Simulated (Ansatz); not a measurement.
# Cu(111) film, 5 layers, cover Au: surface scattering, part 2 of 2

Wanted: the relaxed structure and the transmission of Cu(111) film, 5 layers, cover Au.

Ansatz 0.2.0; Ansatz plane-wave DFT, PBE, PAW files; relaxation of the atoms about the surface defect; PAW set soft_1 (the session's first sound run).

So far: The structure; Relaxing about the defect.

## (2) Relaxing about the defect (continued)

The steps of the relaxation:

```csv
step,energy less that of the first step (eV),largest force component (eV/Å)
1,0.0000,3.3177
2,-0.8225,0.9632
3,-0.9877,0.2479
4,-1.0132,0.0357
5,-1.0160,0.0161
6,-1.0171,0.0137
7,-1.0178,0.0316
8,-1.0194,0.0430
9,-1.0191,0.1023
10,-1.0215,0.0427
11,-1.0220,0.0469
12,-1.0222,0.0453
13,-1.0224,0.0010
14,-1.0224,0.0010
```

Relaxation step 9 was tried and not accepted.

The run keeps the 2 symmetry operations that it works with, so distortions that break them were not tested.

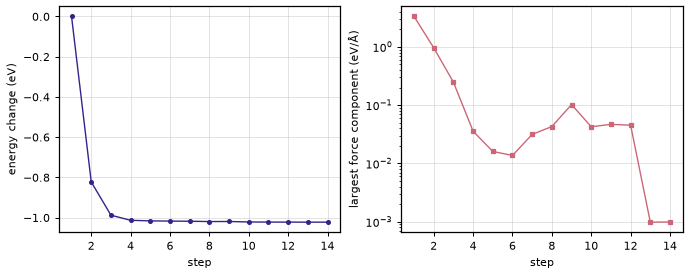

Energy and largest force along the relaxation.

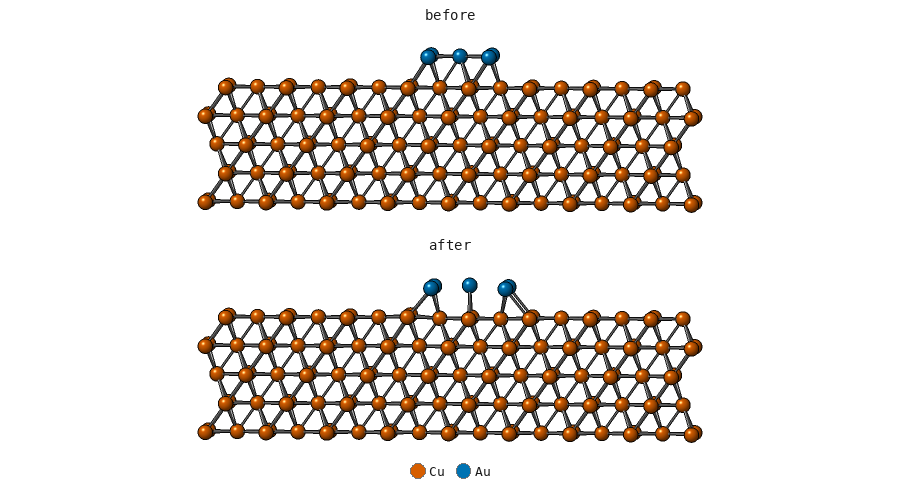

The structure before and after the relaxation, drawn at the same scale.

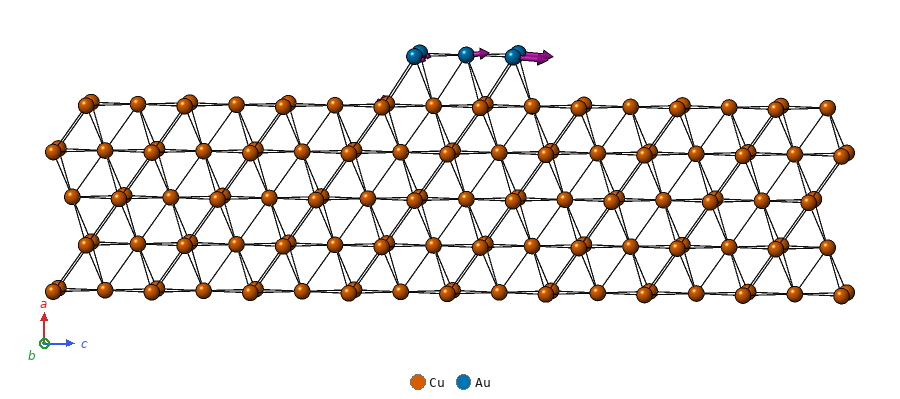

Displacements in the relaxation, scaled; the longest in the cell stands for 1.21 Å. Some periodic images of atoms are drawn too.

The atoms that moved most (Å):

```
atom      dx     dy      dz  length
Au82  -0.106  0.000   1.202   1.206
Au83   0.068  0.000   0.704   0.708
Au81  -0.079  0.000   0.213   0.228
Cu39   0.104  0.000  -0.044   0.113
Cu50  -0.078  0.000   0.001   0.078
Cu40  -0.048  0.000  -0.009   0.048
Cu49  -0.041  0.000  -0.003   0.041
Cu37   0.036  0.000   0.006   0.036
```

This step gave:

```yaml
free_energy: -569453.8884 eV
energy_at_zero_smearing: -569453.4022 eV
fermi_energy: 6.186 eV
```

The largest force component on a free atom ends at 9.9e-4 eV/Å, under the tolerance of 0.03, after 14 steps.

## (3) Transmission along the film

The film far from the defect is the lead. The first vector holds vacuum and takes one k-point. Energies from -0.05 to 0.05 eV in steps of 0.05 eV are too few for the program's thermal sum, so it prints no conductance; for a metal the transmission near the Fermi level serves, at a fraction of the cost.

This step: Ansatz plane-wave DFT, PBE, PAW files; ballistic transport by layer matching (Landauer), zero bias; PAW set soft_1 (Ansatz 0.2.0).

Contents of input.yaml:

```yaml
crystal:
  lattice:
    - [21.4354906455, 0.0, 0.0]
    - [0.0, 2.5561627297, 0.0]
    - [0.0, 0.0, 35.4192297623]
  atoms:
    - { symbol: Cu, position: [0.2099322136, 0.0, 0.0] }
    - { symbol: Cu, position: [0.2099322136, 0.5, 0.0625] }
    - { symbol: Cu, position: [0.3072986869, 0.0, 0.0416666667] }
    - { symbol: Cu, position: [0.3072986869, 0.5, 0.1041666667] }
    - { symbol: Cu, position: [0.4046651603, 0.0, 0.0833333333] }
    - { symbol: Cu, position: [0.4046651603, 0.5, 0.0208333333] }
    - { symbol: Cu, position: [0.5020316337, 0.0, 0.0] }
    - { symbol: Cu, position: [0.5020316337, 0.5, 0.0625] }
    - { symbol: Cu, position: [0.599398107, 0.0, 0.0416666667] }
    - { symbol: Cu, position: [0.599398107, 0.5, 0.1041666667] }
    - { symbol: Cu, position: [0.2099322136, 0.0, 0.125] }
    - { symbol: Cu, position: [0.2099322136, 0.5, 0.1875] }
    - { symbol: Cu, position: [0.3072986869, 0.0, 0.1666666667] }
    - { symbol: Cu, position: [0.3072986869, 0.5, 0.2291666667] }
    - { symbol: Cu, position: [0.4046651603, 0.0, 0.2083333333] }
    - { symbol: Cu, position: [0.4046651603, 0.5, 0.1458333333] }
    - { symbol: Cu, position: [0.5020316337, 0.0, 0.125] }
    - { symbol: Cu, position: [0.5020316337, 0.5, 0.1875] }
    - { symbol: Cu, position: [0.599398107, 0.0, 0.1666666667] }
    - { symbol: Cu, position: [0.599398107, 0.5, 0.2291666667] }
    - { symbol: Cu, position: [0.2099322136, 0.0, 0.25] }
    - { symbol: Cu, position: [0.2099322136, 0.5, 0.3125] }
    - { symbol: Cu, position: [0.3072986869, 0.0, 0.2916666667] }
    - { symbol: Cu, position: [0.3072986869, 0.5, 0.3541666667] }
    - { symbol: Cu, position: [0.4046651603, 0.0, 0.3333333333] }
    - { symbol: Cu, position: [0.4046651603, 0.5, 0.2708333333] }
    - { symbol: Cu, position: [0.5020316337, 0.0, 0.25] }
    - { symbol: Cu, position: [0.5020316337, 0.5, 0.3125] }
    - { symbol: Cu, position: [0.599398107, 0.0, 0.2916666667] }
    - { symbol: Cu, position: [0.6000070447, 0.5, 0.353426207] }
    - { symbol: Cu, position: [0.2099322136, 0.0, 0.375] }
    - { symbol: Cu, position: [0.2099322136, 0.5, 0.4375] }
    - { symbol: Cu, position: [0.3072986869, 0.0, 0.4166666667] }
    - { symbol: Cu, position: [0.3072986869, 0.5, 0.4791666667] }
    - { symbol: Cu, position: [0.4046651603, 0.0, 0.4583333333] }
    - { symbol: Cu, position: [0.4046651603, 0.5, 0.3958333333] }
    - { symbol: Cu, position: [0.5036936985, 0.0, 0.3751814663] }
    - { symbol: Cu, position: [0.5033386734, 0.5, 0.4369263671] }
    - { symbol: Cu, position: [0.6042483296, 0.0, 0.4154184436] }
    - { symbol: Cu, position: [0.5971779727, 0.5, 0.478921449] }
    - { symbol: Cu, position: [0.2099322136, 0.0, 0.5] }
    - { symbol: Cu, position: [0.2099322136, 0.5, 0.5625] }
    - { symbol: Cu, position: [0.3072986869, 0.0, 0.5416666667] }
    - { symbol: Cu, position: [0.3072986869, 0.5, 0.6041666667] }
    - { symbol: Cu, position: [0.4046651603, 0.0, 0.5833333333] }
    - { symbol: Cu, position: [0.4046651603, 0.5, 0.5208333333] }
    - { symbol: Cu, position: [0.5015461951, 0.0, 0.4996027713] }
    - { symbol: Cu, position: [0.5014086308, 0.5, 0.5623905897] }
    - { symbol: Cu, position: [0.5974983, 0.0, 0.5415954261] }
    - { symbol: Cu, position: [0.595761253, 0.5, 0.6041973947] }
    - { symbol: Cu, position: [0.2099322136, 0.0, 0.625] }
    - { symbol: Cu, position: [0.2099322136, 0.5, 0.6875] }
    - { symbol: Cu, position: [0.3072986869, 0.0, 0.6666666667] }
    - { symbol: Cu, position: [0.3072986869, 0.5, 0.7291666667] }
    - { symbol: Cu, position: [0.4046651603, 0.0, 0.7083333333] }
    - { symbol: Cu, position: [0.4046651603, 0.5, 0.6458333333] }
    - { symbol: Cu, position: [0.5008570062, 0.0, 0.6251269231] }
    - { symbol: Cu, position: [0.5020316337, 0.5, 0.6875] }
    - { symbol: Cu, position: [0.599398107, 0.0, 0.6666666667] }
    - { symbol: Cu, position: [0.599398107, 0.5, 0.7291666667] }
    - { symbol: Cu, position: [0.2099322136, 0.0, 0.75] }
    - { symbol: Cu, position: [0.2099322136, 0.5, 0.8125] }
    - { symbol: Cu, position: [0.3072986869, 0.0, 0.7916666667] }
    - { symbol: Cu, position: [0.3072986869, 0.5, 0.8541666667] }
    - { symbol: Cu, position: [0.4046651603, 0.0, 0.8333333333] }
    - { symbol: Cu, position: [0.4046651603, 0.5, 0.7708333333] }
    - { symbol: Cu, position: [0.5020316337, 0.0, 0.75] }
    - { symbol: Cu, position: [0.5020316337, 0.5, 0.8125] }
    - { symbol: Cu, position: [0.599398107, 0.0, 0.7916666667] }
    - { symbol: Cu, position: [0.599398107, 0.5, 0.8541666667] }
    - { symbol: Cu, position: [0.2099322136, 0.0, 0.875] }
    - { symbol: Cu, position: [0.2099322136, 0.5, 0.9375] }
    - { symbol: Cu, position: [0.3072986869, 0.0, 0.9166666667] }
    - { symbol: Cu, position: [0.3072986869, 0.5, 0.9791666667] }
    - { symbol: Cu, position: [0.4046651603, 0.0, 0.9583333333] }
    - { symbol: Cu, position: [0.4046651603, 0.5, 0.8958333333] }
    - { symbol: Cu, position: [0.5020316337, 0.0, 0.875] }
    - { symbol: Cu, position: [0.5020316337, 0.5, 0.9375] }
    - { symbol: Cu, position: [0.599398107, 0.0, 0.9166666667] }
    - { symbol: Cu, position: [0.599398107, 0.5, 0.9791666667] }
    - { symbol: Au, position: [0.7022808786, 0.0, 0.4643604723] }
    - { symbol: Au, position: [0.701055301, 0.0, 0.6172559672] }
    - { symbol: Au, position: [0.7091642401, 0.5, 0.5407196828] }
kpoints:
  mp_grid: { grid: [1, 12, 1] }
hamiltonian:
  xc: pbe
  pseudopotentials: { kind: paw, azcp: { folder: soft_1 } }
scf:
  occupations: { method: fermi_dirac, width: 0.1 }
output:
  transmission:
    leads: [[0, 10]]
    kmesh: [1, 24]
    e_range: [-0.05, 0.05]
    de: 0.05
  write_potential: true
  write_density: true
  volumetric_format: npy
  elf: true
```

The run is started by

```console
> ansatz run input.yaml --threads 8 --pin off --max-ram 15360MiB --backend cpu --events-out ev --progress --plain --runs-dir out
```

Numbers of over 12 decimals in the logs are rounded to 6 here.

What it wrote:

```text
[...]
Crystal: 83 atoms, lattice volume = 1940.712 Å³
Basis set: ecut = 420 eV, 38121 PW (Γ)
Bands: 947, of which v1, the nominal top of the filled ones, is band 789 counted from 1 (788 counted from 0)
Symmetry: 2 space group operations
[...]
k-points: 7 of 12
[...]
SCF iter   1: F=—  HF=-569522.286244 eV  |F-HF|=—  |Δ(HF+E_count)|=         —  Δρ=1.82e-1  dr2=3.89e2  ethr=3.10e-3  ⟨swp⟩=6.0  Hψ=25262  notcnv=0  defer=319
[...]
SCF iter  16: F=-569453.792966 eV  HF=-569453.792966 eV  |F-HF|=1.05e-8  |Δ(HF+E_count)|=   1.25e-8  Δρ=6.94e-7  dr2=8.30e-9  ethr=1.63e-12  ⟨swp⟩=2.9  Hψ=18551  notcnv=0
SCF 1 converged in 16 iterations: F = -569453.792966 eV  dr2 = 8.30e-9
[...]
transmission: 84 of 832 steps passed
transmission: 168 of 832 steps passed
[...]
transmission: 832 of 832 steps passed
WARN: The input density's exchange-correlation potential varies sharply where the density is thin. Do not read a vacuum level from v_tot or v_xc, or from such a field of the output density. On a cell that repeats whose density bears no net charge and no dipole along the vacuum's axis use v_es (v_loc + v_h of the components); under efield.dipole_correction with no amplitude use v_es + v_field, which holds any external [...]
SCF converged after 16 iterations
an eigenvalue changed by more than its tolerance at an iteration that met the thresholds in force, so the SCF went on 1 time: the last check was not made
the last check of whether an eigenvalue changes by more than its tolerance under the output density was not made (no_room)
Free energy (F): -569453.792966 eV
[...]
Internal energy: -569452.887282 eV  (E = F + TS)
E sigma→0 (E₀):  -569453.340124 eV
Entropy (-TS):   -0.905684 eV (-10.912 meV/atom)
Fermi energy:    6.194460 eV
[...]
--- Band table (eV; the first three rows and the last of 7) ---
  k-point 0: bands = [... 785 lower, 4.8378, 4.8393, 4.8454, 4.8788, 4.8886, 4.9485, 5.0466, 5.1546, ... 154 higher]
  k-point 1: bands = [... 785 lower, 4.9890, 5.0028, 5.0288, 5.1145, 5.1438, 5.1483, 5.2325, 5.4119, ... 154 higher]
  k-point 2: bands = [... 785 lower, 5.4194, 5.4460, 5.4522, 5.5436, 5.5929, 5.7054, 5.7143, 5.7591, ... 154 higher]
  k-point 6: bands = [... 785 lower, 7.1684, 7.1796, 7.2017, 7.2390, 7.2437, 7.2444, 7.2458, 7.2550, ... 154 higher]
--- Transmission ---
  basis      : 487 plane waves across, 64 finite elements along
  points     : 13, standing for a mesh of 1 x 24
  energies   : 3 from -0.050000 to 0.050000 eV about the Fermi level, 0.050000 eV apart; the leads are filled to 0.000000 eV, and channels, transmission and decay are at 0.000000 eV
  crystal 0  : Cu10, at the sites [0, 10], period 4.4274 Å, over 24.79 Å; its Hamiltonian steps by up to 4.8 meV
    offset         : up to 0.0000 Å between an atom of the period and one for which it stands
    channels       : 3.791667e0 a spin
    conductance    : none, the energies end too early or step too widely for 300 K: set another output.transmission.e_range or a lower de, or, where they end at an eighth of basis.ecutwfc, a higher one
    slowest decay  : 0.2442 /Å at (0.0000, 0.5000)
  junction   : crystal 0 to crystal 0, -0.04 to 30.95 Å
    transmission   : 3.286763e0 a spin
[...]
```

The job ended after 10 min (8 threads of Intel Xeon 6975P-C (Granite Rapids), shared host; peak memory 11 GiB; 73 min of CPU time).

This step gave:

| Property | Result |
| --- | --- |
| free energy | -569453.7930 eV |
| energy at zero smearing | -569453.3401 eV |
| Fermi energy | 6.194 eV |
| cell area | 54.79 Å² |
| transmission at the Fermi level, one spin | 3.287 |
| lead channels at the Fermi level, one spin | 3.792 |
| step of the lead's Hamiltonian over a period | 4.8 meV |

Per spin. The transmission, zone mean by energy, zero at the Fermi level:

```
energy (eV)  transmission, zone mean
    -0.0500                     3.24
     0.0000                     3.29
     0.0500                     3.38
```

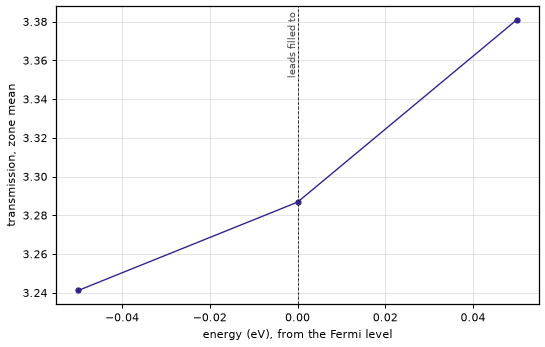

Transmission, zone mean against energy.

Per spin. Table of open channels, zone mean by energy, zero at the Fermi level:

| energy (eV) | open channels, zone mean |
| --- | --- |
| -0.0500 | 3.79 |
| 0.0000 | 3.79 |
| 0.0500 | 3.88 |

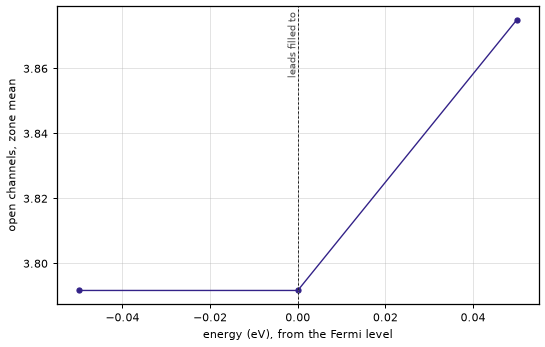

Open channels, zone mean, plotted against energy.

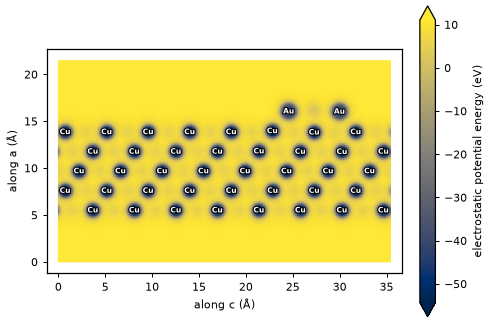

Electrostatic potential energy in the ca plane at fractional y = 0.000, with atoms of Cu and Au within 0.2 Å of it. With pseudopotentials it is smooth inside the atoms' cores, unlike the true potential. The map starts off the cell's origin, so that atoms lie inside it.

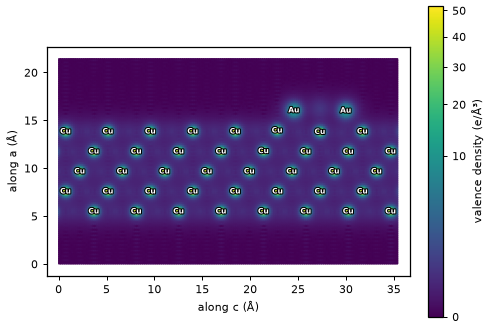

Valence density in the ca plane at fractional y = 0.000, with atoms of Cu and Au within 0.2 Å of it. It is the smooth field of the valence electrons, not physical close to the nuclei. The map starts off the cell's origin, so that atoms lie inside it. The colour scale is stretched toward low values.

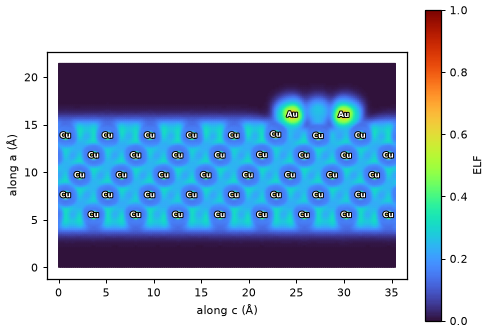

ELF in the ca plane at fractional y = 0.000, with atoms of Cu and Au within 0.2 Å of it. It is the smooth field of the valence electrons, not physical close to the nuclei. The map starts off the cell's origin, so that atoms lie inside it.

Over the solved energies the transmission per spin lies between 3.24 and 3.38, out of 3.82 channels of the lead on average (up to 3.88).

## (4) Share that passes

This step: Ansatz plane-wave DFT, PBE, PAW files; ballistic transport by layer matching (Landauer), zero bias; share of the film's channels that pass the defect (the area holds the vacuum); PAW set soft_1 (Ansatz 0.2.0).

Numbers from this step:

```
T over the leads' mean channel count : 0.8648
```

Averaged over the energies near the Fermi level, 86.5 % of the channels pass.

## (5) What came out

```
share of the film's channels that pass : 0.865
```

In words: 86 % of the film's channels pass the defect. The film is 5 layers thick, so the defect disturbs a good part of its section. It runs straight across the current without end, so the wavevector along it is kept. Only atoms near the defect are relaxed, while the rest of the face keeps bulk spacings, so part of the reflection may come from that relaxed patch. Spin-orbit coupling is left out, which matters for Au.

[Logs are printed without paths, hosts, clocks, repeated set-up lines and the standing remarks that a program may print on its own settings, such as how far it seeks lower states.]

[Hosts, paths, dates, database ids (printed as entryN), source tags and the programs' standing remarks are cut or masked in the printed files.]
